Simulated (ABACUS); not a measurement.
## A series of single points on Nb

System: Nb (1 atom in the cell).
Method: Kohn-Sham DFT of a periodic cell, PBEsol, PseudoDojo NC SR 0.4.1 PBEsol standard, no spin polarisation (ABACUS 3.10.1).

The 7 runs differ only in the geometry, by an even scaling of the cell at fixed fractional positions. The structure derives from an entry of the Crystallography Open Database.

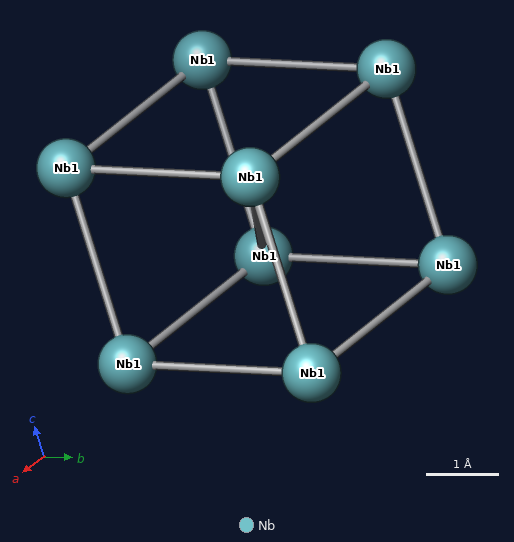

Figure 1. The structure of run 4 (ball-and-stick view of the cell of the calculation, seen at an oblique angle; atoms are numbered from 1 in the order of the input). An atom can appear more than once, as a periodic image.

### The input of run 4
```
INPUT_PARAMETERS
suffix              Nb
calculation         scf
basis_type          pw
pseudo_dir          ./
symmetry            1
dft_functional      pbesol
ecutwfc             82
pseudo_rcut         7
nspin               1
nbands              11
ks_solver           dav
smearing_method     fd
smearing_sigma      0.00367493
scf_thr             1e-08
scf_nmax            100
mixing_type         broyden
mixing_beta         0.7
cal_force           1
cal_stress          1
kpar                4
```

### File STRU of run 4
```
ATOMIC_SPECIES
Nb 92.9064 Nb.upf

LATTICE_CONSTANT
1.8897261246

LATTICE_VECTORS
-1.6639500000 1.6639500000 1.6639500000
1.6639500000 -1.6639500000 1.6639500000
1.6639500000 1.6639500000 -1.6639500000

ATOMIC_POSITIONS
Direct

Nb
0.0
1
0.0000000000 0.0000000000 0.0000000000 1 1 1
```

### File KPT of run 4
```
K_POINTS
0
Gamma
11 11 11 0 0 0
```

Command:
```bash
OMP_NUM_THREADS=1 mpirun -np 4 abacus > log
```

Lattice vectors (Å) and fractional positions of run 4:
```
  -1.663950    1.663950    1.663950
   1.663950   -1.663950    1.663950
   1.663950    1.663950   -1.663950
Nb  0.000000  0.000000  0.000000
```

Run 3 differs from it as follows:
```diff
--1.6639500000 1.6639500000 1.6639500000
-1.6639500000 -1.6639500000 1.6639500000
-1.6639500000 1.6639500000 -1.6639500000
+-1.6527822138 1.6527822138 1.6527822138
+1.6527822138 -1.6527822138 1.6527822138
+1.6527822138 1.6527822138 -1.6527822138
```

### Results, with one run withheld

```tsv
run	volume per atom (Å³)	free energy per atom, from the lowest run given (meV)	pressure (GPa)
1	17.322	2.45	2.97
2	17.691	0.00	−0.88
3	18.060	?	?
4	18.428	19.96	−7.69
5	18.797	41.02	−10.67
6	19.165	68.63	−13.37
7	19.534	102.15	−15.82
```

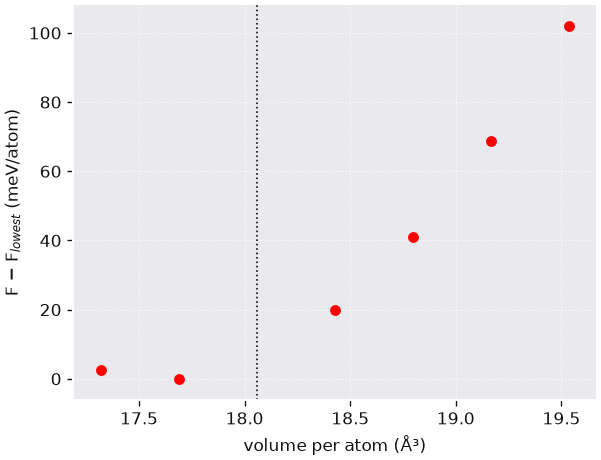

Figure 2. Free energy per atom of the runs given; the dotted line marks run 3.

Estimate the energy of run 3 from the others.

A cubic polynomial in V^(−2/3) (the Birch–Murnaghan form), fitted to the 6 runs given, misses them by at most 0.05 meV per atom. With x = V^(−2/3) − 0.14316 Å⁻², it reads F = 21.6 − 9567.7 x + 1.0587e+06 x² − 2.3369e+06 x³ (meV per atom). At run 3 it gives 6.08 meV per atom, and the run itself gives 6.06. The slope of the fit gives a pressure −dF/dV of −4.40 GPa there, and the run prints −4.43 GPa. The fit has its minimum at 17.608 Å³ per atom, where V d²F/dV² gives 181 GPa: the bulk modulus at this level, since symmetry fixes the shape and the positions.

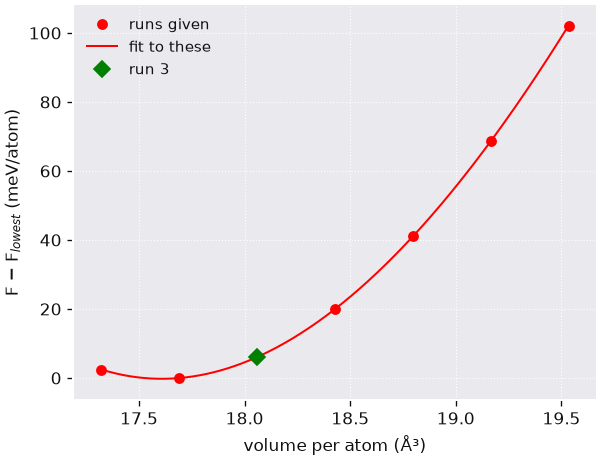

Figure 3. The fit and the withheld run.

### Some lines of the output (run 3)
```
[...]
                          Volume (Bohr^3) = 121.872
                             Volume (A^3) = 18.0595
 E_Fermi        1.3556824812         18.4450064225
 E_Fermi        1.3010268043         17.7013777894
 E_Fermi        1.3057136136         17.7651451015
 E_Fermi        1.3045032542         17.7486773169
 E_Fermi        1.3045770778         17.7496817385
 E_KS(sigma->0) -124.5025610036      -1693.9442452419
 E_Fermi        1.3045815002         17.7497419080
 final etot is -1693.9517535 eV
 EFERMI = 17.749741908 eV
 TOTAL-PRESSURE: -44.270849 KBAR
 !FINAL_ETOT_IS -1693.9517534806586809 eV
```
